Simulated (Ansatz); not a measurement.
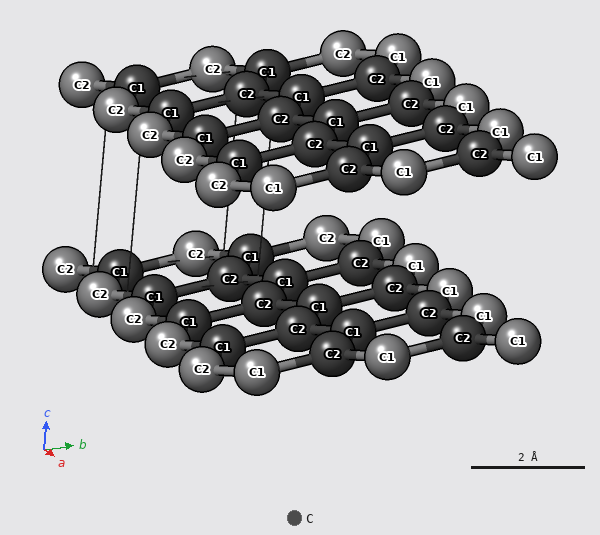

The structure as given in the input (ball-and-stick view of the reduced cell, repeated 4 × 2 × 1, seen slightly off an axis; neighbours outside the cell are drawn fainter; atoms are numbered from 1 in the order of the input). Near neighbours in the crystal (not all of them lie inside the picture): C has 3 C at 1.42 Å.

## From C to Si

System: C (C2/m, 2 atoms in the cell).
Method of run A: DFT PBE+D3(BJ), scalar-relativistic, plane waves, PAW, no spin polarisation (Ansatz 0.2.0).
System of run B: Si (2 atoms in the cell).

On run A: The structure derives from a Materials Project entry. On run B: The structure was made by swapping elements on the sites of another compound; it need not be a known phase. It belongs to a series of runs on one base structure; here: C -> Si on all its sites, cell and atoms relaxed. Text and figures count atoms from 1; the logs count them from 0 in places.

**Input file, run A**
```yaml
crystal:
  lattice:
    - [2.1273203072, -1.22828244, 0.0]
    - [2.1273203072, 1.22828244, 0.0]
    - [-1.3790696309, 0.0, 3.5028300786]
  atoms:
    - { symbol: C, position: [0.83335553, 0.83335553, 9.304e-05] }
    - { symbol: C, position: [0.16664447, 0.16664447, 0.99990696] }
basis:
  ecutwfc: 420
kpoints:
  mp_grid: { grid: [8, 8, 6] }
hamiltonian:
  xc: pbe
  dispersion: d3bj
scf:
  occupations: { method: gaussian, width: 0.1 }
output:
  forces: true
  stress: true
  eigenvalues: true
```

Command:
```bash
ansatz run input.yaml --threads 1 --pin off --max-ram 2560MiB --backend cpu --events-out ev --progress --plain --runs-dir out
```

Hardware: 1 thread of Intel Xeon (Granite Rapids), 128 GiB of memory available, shared host.

**Output, shortened to warnings, some set-up lines, iterations and results (run A)**
```
Basis set: ecut = 420 eV, 359 PW (Γ), exchange–correlation on 36×36×54 points (8 copies of the dense FFT grid, shifted against one another)
Symmetry: 4 space group operations
k-points: 114 of 384
Initial density: superposition of atomic densities (neutral atoms: chi_scale 0, normalization atom), corrected by the library's trained network
[...]
SCF iter   1: F=—  HF=-502.166224 eV  |F-HF|=—  |Δ(HF+E_count)|=         —  Δρ=2.61e-3  dr2=1.39e-3  ethr=1.77e-3  ⟨swp⟩=3.9  Hψ=5931  notcnv=0
SCF iter   2: F=—  HF=-502.166399 eV  |F-HF|=—  |Δ(HF+E_count)|=   1.75e-4  Δρ=1.10e-3  dr2=1.42e-4  ethr=1.73e-5  ⟨swp⟩=2.0  Hψ=2146  notcnv=0
SCF iter   3: F=—  HF=-502.166490 eV  |F-HF|=—  |Δ(HF+E_count)|=   9.08e-5  Δρ=2.46e-4  dr2=2.49e-6  ethr=1.78e-6  ⟨swp⟩=2.4  Hψ=1366  notcnv=0
SCF iter   4: F=—  HF=-502.166492 eV  |F-HF|=—  |Δ(HF+E_count)|=   2.45e-6  Δρ=4.49e-5  dr2=1.59e-7  ethr=3.11e-8  ⟨swp⟩=2.1  Hψ=1325  notcnv=0
SCF iter   5: F=-502.166492 eV  HF=-502.166492 eV  |F-HF|=1.39e-9  |Δ(HF+E_count)|=   2.56e-7  Δρ=3.60e-6  dr2=7.63e-10  ethr=1.98e-9  ⟨swp⟩=2.1  Hψ=1338  notcnv=0
SCF iter   6: F=-502.166492 eV  HF=-502.166492 eV  |F-HF|=2.73e-12  |Δ(HF+E_count)|=   1.37e-9  Δρ=3.70e-7  dr2=1.35e-11  ethr=9.54e-12  ⟨swp⟩=1.5  Hψ=2843  notcnv=0
SCF 1 converged in 6 iterations: F = -502.166492 eV  dr2 = 1.35e-11
SCF converged after 6 iterations
Free energy (F): -502.166492 eV
Harris-Foulkes:  -502.166492 eV  (|F-HF|=2.73e-12)
Internal energy: -502.166492 eV  (E = F + TS)
E sigma→0 (E₀):  -502.166492 eV
Fermi energy:    6.660386 eV
--- Per-component energies (eV) ---
  E_band       = -20.649403
  E_kinetic    = 182.438043
  E_local      = -330.417682  (includes V_loc(G=0)·N_el)
  E_nonlocal   = 54.759174
  E_hartree    = 102.667952
  E_xc         = -96.171905
  E_vxc        = -119.081834  (∫ρ·V_xc dr)
  E_paw        = -198.750216  (= ΣΔE_a)
  E_vpaw       = -13.682972  (= ΣTr[D̂ρ^β])
  E_aug_tail   = 0.000016  (compensation charges beyond the density's cutoff)
  E_ewald      = -216.394690
  E_disp       = -0.297185  (pairwise vdW)
  E_smearing   = -0.000000  (= −TS)
  E_closure    = 0.000000  (closes the sum)
  Σ components = -502.166492   (vs F -502.166492, Δ=0.00e0)
--- Forces (eV/Å), atoms counted from 1 ---
  atom   1  C      0.00523660    -0.00000000    -0.00365160
  atom   2  C     -0.00523660     0.00000000     0.00365160
  max |Σ_I F_I| component: 4.34e-19 eV/Å
--- Stress (GPa, compression-positive) ---
        4.551930      -0.000000      -0.032792
       -0.000000       4.522220       0.000000
       -0.032792       0.000000      -1.079895
  P = ⅓ Tr σ = 2.6648 GPa (26.648 kbar)
```

The input of run B differs as follows (lines with − go, lines with + come):
```diff
-    - [2.1273203072, -1.22828244, 0.0]
-    - [2.1273203072, 1.22828244, 0.0]
-    - [-1.3790696309, 0.0, 3.5028300786]
+    - [2.7083564621, -1.5636784958, -0.0136917275]
+    - [2.7083564621, 1.5636784958, -0.0136917275]
+    - [-1.7782803693, 0.0, 4.2897180065]
-    - { symbol: C, position: [0.83335553, 0.83335553, 9.304e-05] }
-    - { symbol: C, position: [0.16664447, 0.16664447, 0.99990696] }
+    - { symbol: Si, position: [0.833371533, 0.833371533, 0.0001140593] }
+    - { symbol: Si, position: [0.166628467, 0.166628467, 0.9998859407] }
-  mp_grid: { grid: [8, 8, 6] }
+  mp_grid: { grid: [6, 6, 4] }
```

What does this change do to the results?

The total energies belong to different systems, so their difference says nothing on which is more stable or more accurate. The gap on the mesh goes from 1.65 to 0.16 eV. The pressure goes from 2.66 to 115.98 GPa. The largest force goes from 0.006 to 0.052 eV/Å. The volume per atom goes from 9.15 to 18.13 Å³. The number of SCF iterations is the same. The irreducible k-points go from 114 to 47. The plane waves at Γ go from 359 to 705.

**Output, shortened to warnings, some set-up lines, iterations and results (run B)**
```
Basis set: ecut = 420 eV, 705 PW (Γ), exchange–correlation on 48×48×64 points (8 copies of the dense FFT grid, shifted against one another)
Symmetry: 4 space group operations
k-points: 47 of 144
Initial density: superposition of atomic densities (neutral atoms: chi_scale 0, normalization atom), corrected by the library's trained network
[...]
SCF iter   1: F=—  HF=-1263.491440 eV  |F-HF|=—  |Δ(HF+E_count)|=         —  Δρ=4.82e-3  dr2=5.71e-3  ethr=1.77e-3  ⟨swp⟩=6.1  Hψ=3646  notcnv=0
SCF iter   2: F=—  HF=-1263.491223 eV  |F-HF|=—  |Δ(HF+E_count)|=   2.17e-4  Δρ=1.95e-3  dr2=8.03e-4  ethr=7.14e-5  ⟨swp⟩=1.9  Hψ=861  notcnv=0
SCF iter   3: F=—  HF=-1263.491760 eV  |F-HF|=—  |Δ(HF+E_count)|=   5.37e-4  Δρ=3.08e-4  dr2=2.32e-5  ethr=1.00e-5  ⟨swp⟩=2.9  Hψ=585  notcnv=0
SCF iter   4: F=—  HF=-1263.491809 eV  |F-HF|=—  |Δ(HF+E_count)|=   4.90e-5  Δρ=2.80e-5  dr2=1.83e-7  ethr=2.90e-7  ⟨swp⟩=2.3  Hψ=556  notcnv=0
SCF iter   5: F=-1263.491809 eV  HF=-1263.491809 eV  |F-HF|=9.56e-9  |Δ(HF+E_count)|=   7.88e-7  Δρ=6.45e-6  dr2=2.30e-8  ethr=2.28e-9  ⟨swp⟩=2.1  Hψ=563  notcnv=0
SCF iter   6: F=-1263.491809 eV  HF=-1263.491809 eV  |F-HF|=5.56e-10  |Δ(HF+E_count)|=   2.85e-9  Δρ=9.52e-7  dr2=2.31e-10  ethr=2.88e-10  ⟨swp⟩=2.6  Hψ=1417  notcnv=0
SCF 1 converged in 6 iterations: F = -1263.491809 eV  dr2 = 2.31e-10
SCF converged after 6 iterations
Free energy (F): -1263.491809 eV
Harris-Foulkes:  -1263.491809 eV  (|F-HF|=5.56e-10)
Internal energy: -1263.489880 eV  (E = F + TS)
E sigma→0 (E₀):  -1263.490845 eV
Entropy (-TS):   -0.001930 eV (-0.965 meV/atom)
Fermi energy:    6.532473 eV
--- Per-component energies (eV) ---
  E_band       = 5.558110
  E_kinetic    = 102.132712
  E_local      = -158.242176  (includes V_loc(G=0)·N_el)
  E_nonlocal   = 69.372244
  E_hartree    = 51.890220
  E_xc         = -119.298230
  E_vxc        = -104.439967  (∫ρ·V_xc dr)
  E_paw        = -1028.518807  (= ΣΔE_a)
  E_vpaw       = -7.045120  (= ΣTr[D̂ρ^β])
  E_aug_tail   = 0.000014  (compensation charges beyond the density's cutoff)
  E_ewald      = -180.163476
  E_disp       = -0.662381  (pairwise vdW)
  E_smearing   = -0.001930  (= −TS)
  E_closure    = 0.000000  (closes the sum)
  Σ components = -1263.491809   (vs F -1263.491809, Δ=0.00e0)
--- Forces (eV/Å), atoms counted from 1 ---
  atom   1  Si    -0.00700769     0.00000000     0.05189515
  atom   2  Si     0.00700769    -0.00000000    -0.05189515
  max |Σ_I F_I| component: 6.94e-18 eV/Å
--- Stress (GPa, compression-positive) ---
      176.207877       0.000000      -0.909989
        0.000000     176.093320       0.000000
       -0.909989       0.000000      -4.355800
  P = ⅓ Tr σ = 115.9818 GPa (1159.818 kbar)
```

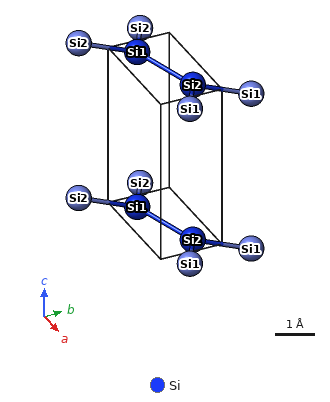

The input structure of run B (ball-and-stick view of the reduced cell, seen at an oblique angle; neighbours outside the cell are drawn fainter; atoms are numbered from 1 in the order of the input).

**The two runs side by side**

```tsv
quantity	run A	run B
outcome	converged	converged
free energy per atom (eV)	−251.0832	−631.7459
energy per atom, smearing taken to zero (eV)	−251.0832	−631.7454
gap on the mesh (eV)	1.65	0.16
pressure (GPa)	2.66	115.98
volume per atom (Å³)	9.15	18.13
largest force (eV/Å)	0.006	0.052
SCF iterations	6	6
irreducible k-points	114	47
plane waves at Γ	359	705
wall time (shared host)	0.54 s	0.57 s
```
